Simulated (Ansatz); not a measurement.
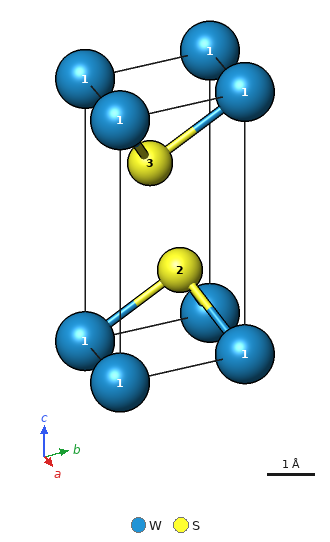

**Figure 1.** The structure as given in the input (ball-and-stick view of the cell of the calculation, seen slightly off an axis; atoms are numbered from 1 in the order of the input). Near neighbours in the crystal (not all of them lie inside the picture): W has 6 S at 2.53 Å; S has 3 W at 2.53 Å.

# WS₂: single-point calculation (part 1 of 3)

WS₂ (P-3m1, 3 atoms in the cell), computed with DFT r2SCAN, scalar-relativistic, plane waves, PAW, spin-polarised (Ansatz 0.2.0).

The structure was built on a prototype by a generator; it need not be a known phase. It belongs to a series of runs on one base structure; here: random orbitals: harmonics, high filling. Figures and captions count atoms from 1; the log counts them from 0 in places.

### Input file
```yaml
crystal:
  lattice:
    - [3.57820255, 0.0, 0.0]
    - [-1.78910127, 3.09881431, 0.0]
    - [0.0, 0.0, 5.77238336]
  atoms:
    - { symbol: W, position: [0.0, 0.0, 0.0], spin: 2.0 }
    - { symbol: S, position: [0.3333333333, 0.6666666667, 0.252] }
    - { symbol: S, position: [0.6666666667, 0.3333333333, 0.748] }
basis:
  ecutwfc: 500
  ecutrho_ratio: 4
kpoints:
  mp_grid: { grid: [6, 6, 4] }
hamiltonian:
  xc: r2scan
  hubbard:
    sites:
      - { site: 0, l: d, u_eff: 0.0, starting_ns: [{ spin: up, occupation_matrix: s0up }, { spin: down, occupation_matrix: s0down }] }
    occupation_matrices:
      s0up:
        matrix:
          - [0.97, 0.0, 0.0, 0.0, 0.0]
          - [0.0, 0.02, 0.0, 0.0, 0.0]
          - [0.0, 0.0, 0.97, 0.0, 0.0]
          - [0.0, 0.0, 0.0, 0.02, 0.0]
          - [0.0, 0.0, 0.0, 0.0, 0.02]
      s0down:
        matrix:
          - [0.02, 0.0, 0.0, 0.0, 0.0]
          - [0.0, 0.02, 0.0, 0.0, 0.0]
          - [0.0, 0.0, 0.02, 0.0, 0.0]
          - [0.0, 0.0, 0.0, 0.02, 0.0]
          - [0.0, 0.0, 0.0, 0.0, 0.02]
    ns_hold: { iters: 12 }
scf:
  occupations: { method: gaussian, width: 0.05 }
  lower_state_search: "off"
  max_iter: 150
output:
  forces: true
  stress: true
  eigenvalues: true
  populations: true
  hubbard: { sites: [{ site: 0, l: d }] }
  write_density: true
  write_potential: true
  elf: true
  volumetric_format: npy
magnetization:
  spin_polarized: true
```

Hardware: 4 threads of Arm Neoverse N1, 16 GiB of memory available, shared host.

Launch command:
```bash
ansatz run input.yaml --threads 4 --pin off --max-ram 6144MiB --backend cpu --events-out ev --progress --plain --runs-dir out
```

### What the program printed
```
Warning: crystal.symmetry: narrowed to the stabiliser of the occupation matrices — unitary ops 12 → 4; lowered by the specified shell (site 0, l: d); largest admitted image defect 1.5e-9, smallest excluded 7.1e-1 — at a splitting's scale: the group the occupation matrices' own texture admits
W: projections on atomic orbitals take those of the free atom [Kr 4d10 4f14] 5s2 5p6 5d4 6s2, of charge +0.00 (hamiltonian.pseudopotentials.projection_atoms); the dataset's partial waves leave at most 6.5e-5 of an orbital's norm unspanned inside its sphere
S: projections on atomic orbitals take those of the free atom [Ne] 3s2 3p4, of charge +0.00 (hamiltonian.pseudopotentials.projection_atoms); the dataset's partial waves leave at most 1.6e-7 of an orbital's norm unspanned inside its sphere
Engine: ansatz 0.2.0, aarch64-unknown-linux-gnu
Pseudopotentials: kind: paw
Pseudopotential: W, paw, valence charge 14, recommended cutoff 500 eV (meta_gga), W.paw.azcp
Pseudopotential: S, paw, valence charge 6, recommended cutoff 500 eV (meta_gga), S.paw.azcp
Functional definition: r2SCAN
  parameter k0 = 0.174
  parameter k1 = 0.065
  parameter a1 = 4.9479
  exchange = r2scan_x(k0 = k0, k1 = k1, a1 = a1)
  correlation = r2scan_c
Crystal: 3 atoms, lattice volume = 64.005 Å³
Basis set: ecut = 500 eV, 1653 PW (Γ), exchange–correlation on 108×108×180 points (64 copies of the dense FFT grid, shifted against one another)
Bands: 18, of which v1, the nominal top of the filled ones, is band 13 counted from 1 (12 counted from 0)
Symmetry: 4 space group operations
k-points: 47 of 144
Non-local potential: W, projectors of the file, l = 0: 3, l = 1: 2, l = 2: 2, l = 3: 1
Non-local potential: S, projectors of the file, l = 0: 2, l = 1: 2, l = 2: 2
PAW form: soft (Blöchl's): semilocal exchange-correlation on the pseudo side does not see the compensation charge
PAW frozen core: W, regenerated for the run's functional (the file was generated under x = pbe(κ = 0.804, μ = 0.2195149727645171), c = pbe(β = 0.06672455060314922))
PAW frozen core: S, regenerated for the run's functional (the file was generated under x = pbe(κ = 0.804, μ = 0.2195149727645171), c = pbe(β = 0.06672455060314922))
PAW one-centre angular grid: W, 590 points (default); XC on 160 Gauss nodes
PAW one-centre angular grid: S, 302 points (default); XC on 160 Gauss nodes
Initial density: superposition of atomic densities (chi_scale 0.1, normalization cell)
Starting moments: Σ|m| = 2 μB on 1 of 3 sites
Initial wavefunctions: pseudopotential atomic-orbital guess
Functional: x = r2scan, c = r2scan; τ floored in thin density (d = 2e-4 eV/Å³)
```
